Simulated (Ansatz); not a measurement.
**Si16O (cell charge +1, with a compensating background) (cell with a defect): density, localisation and related maps**

The calculation's input:

```
crystal:
  lattice:
    - [0.0, 0.0, 6.3650227274]
    - [7.7025612697, 1.0e-10, 0.0]
    - [-3.8512806349, 6.6706137337, 0.0]
  atoms:
    - { symbol: Si, position: [0.0672189118, 0.1601642957, 0.3203285913], spin: 0.077 }
    - { symbol: Si, position: [0.0672189118, 0.1601642957, 0.8398357043], spin: 0.077 }
    - { symbol: Si, position: [0.0654731855, 0.6666666667, 0.3333333333] }
    - { symbol: Si, position: [0.0672189118, 0.6796714087, 0.8398357043], spin: 0.077 }
    - { symbol: Si, position: [0.5665349927, 0.3390366818, 0.1695183409], spin: 0.077 }
    - { symbol: Si, position: [0.5674268264, 0.3333333333, 0.6666666667] }
    - { symbol: Si, position: [0.5665349927, 0.8304816591, 0.1695183409], spin: 0.077 }
    - { symbol: Si, position: [0.5665349927, 0.8304816591, 0.6609633182], spin: 0.077 }
    - { symbol: Si, position: [0.4327810882, 0.1601642957, 0.3203285913], spin: 0.077 }
    - { symbol: Si, position: [0.4327810882, 0.1601642957, 0.8398357043], spin: 0.077 }
    - { symbol: Si, position: [0.4345268145, 0.6666666667, 0.3333333333] }
    - { symbol: Si, position: [0.4327810882, 0.6796714087, 0.8398357043], spin: 0.077 }
    - { symbol: Si, position: [0.9334650073, 0.3390366818, 0.1695183409], spin: 0.077 }
    - { symbol: Si, position: [0.9325731736, 0.3333333333, 0.6666666667] }
    - { symbol: Si, position: [0.9334650073, 0.8304816591, 0.1695183409], spin: 0.077 }
    - { symbol: Si, position: [0.9334650073, 0.8304816591, 0.6609633182], spin: 0.077 }
    - { symbol: O, position: [0.25, 0.0, 0.0], spin: 0.077 }
  host:
    lattice:
      - [3.8512806348, 0.0, 0.0]
      - [-1.9256403174, 3.3353068669, 0.0]
      - [0.0, 0.0, 6.3650227274]
    atoms:
      - { symbol: Si, position: [0.3333333333, 0.6666666667, 0.0629309403] }
      - { symbol: Si, position: [0.6666666667, 0.3333333333, 0.5629309403] }
      - { symbol: Si, position: [0.3333333333, 0.6666666667, 0.4370690597] }
      - { symbol: Si, position: [0.6666666667, 0.3333333333, 0.9370690597] }
total_charge: 1
basis:
  ecutwfc: 420
  xc_grid: 2
kpoints:
  mp_grid: { grid: [5, 4, 4], shift: [0.0, 0.0, 0.0] }
hamiltonian:
  xc: pbe
scf:
  occupations: { method: gaussian, width: 0.02 }
output:
  forces: true
  stress: false
  eigenvalues: true
  populations: true
  charged_corrections:
    defect_position: [0.25, 0.0, 0.0]
    epsilon: [[12.6179, 0.0, 0.0], [0.0, 12.6179, 0.0], [0.0, 0.0, 13.7065]]
  write_density: true
  write_potential: true
  elf: true
  volumetric_format: npy
magnetization:
  spin_polarized: true
relax:
  adjacent_minimum: "off"
  f_tol: 0.025
  max_steps: 45
```

Run with:

```sh
ansatz run input.yaml --threads 4 --pin off --max-ram 8192MiB --backend cpu --events-out ev --progress --plain --runs-dir out
```

The fields are those of the relaxed geometry.

The program warned that a starting moment wasn't kept; spin-polarised, but the moments vanished.

Computed with DFT PBE, scalar-relativistic, plane waves, PAW in Ansatz 0.2.0.

In a PAW calculation such maps are meaningful between the atoms, not at the nuclei.

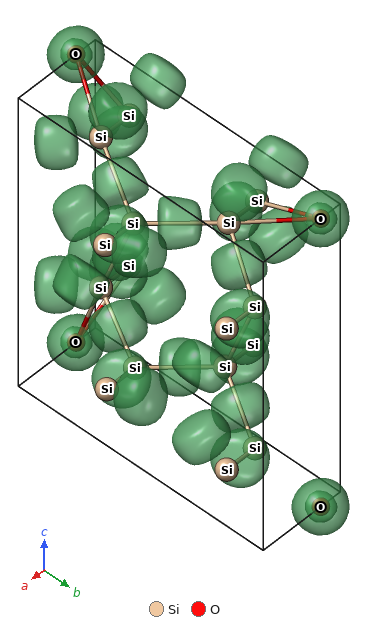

Figure 1. Isosurface of the electron localisation function at 0.75 (green), seen slightly off an axis. Only the valence region is drawn (cores and ρ < 0.01 e/Å³ removed). Sticks mark near contacts.

### Where are the electrons localised?

At this value the surface marks out 32 regions between bonded Si–Si atoms and one region wrapped around O (its valence shell), counted in one cell of 17 atoms. Any copies at cell faces, edges or corners count once. Along the contacts the grid gives the following. Si–Si (2.33 Å): the ELF peaks at about 0.95 between the atoms. Si–O (2.43 Å): the ELF is about 0.25 at the midpoint; no shared electron pair shows on this line.

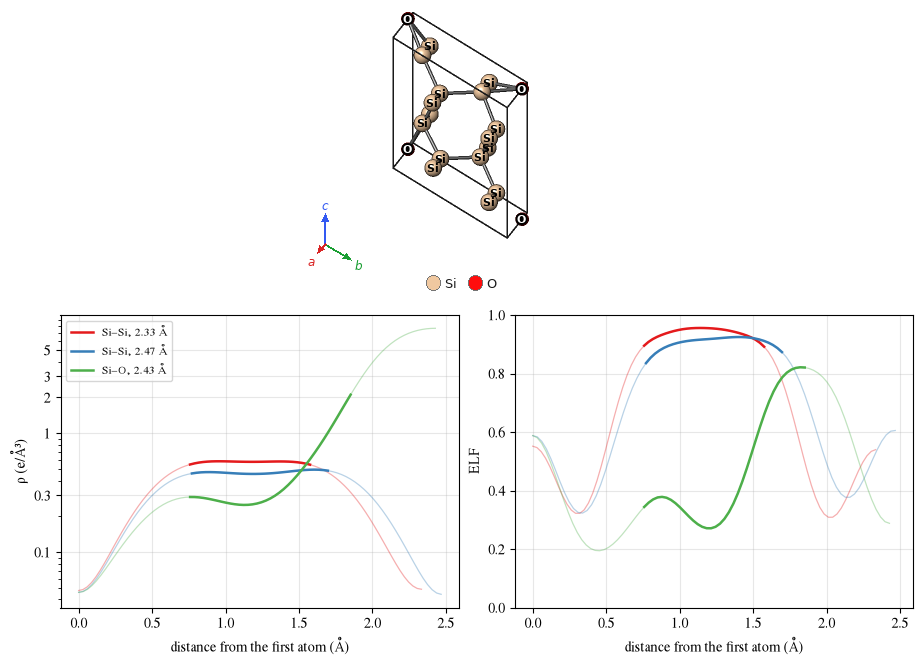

Figure 2. Valence electron density and electron localisation function along straight lines between neighbouring atoms. Thin, pale parts lie inside the atomic spheres. The structure is drawn too.

### Compare the contacts.

Si–Si (2.33 Å): the density is about 0.57 e/Å³ at the midpoint; the ELF peaks at about 0.95 between the atoms.
Si–Si (2.47 Å): ρ is about 0.46 e/Å³ halfway; the ELF peaks at about 0.90 between the atoms.
Si–O (2.43 Å): ρ at the midpoint is about 0.26 e/Å³; the ELF is about 0.25 at the midpoint (no localised pair shows between them).

### Does the calculation give a band gap?

It is metallic or semimetallic at this level of theory: no gap opens.
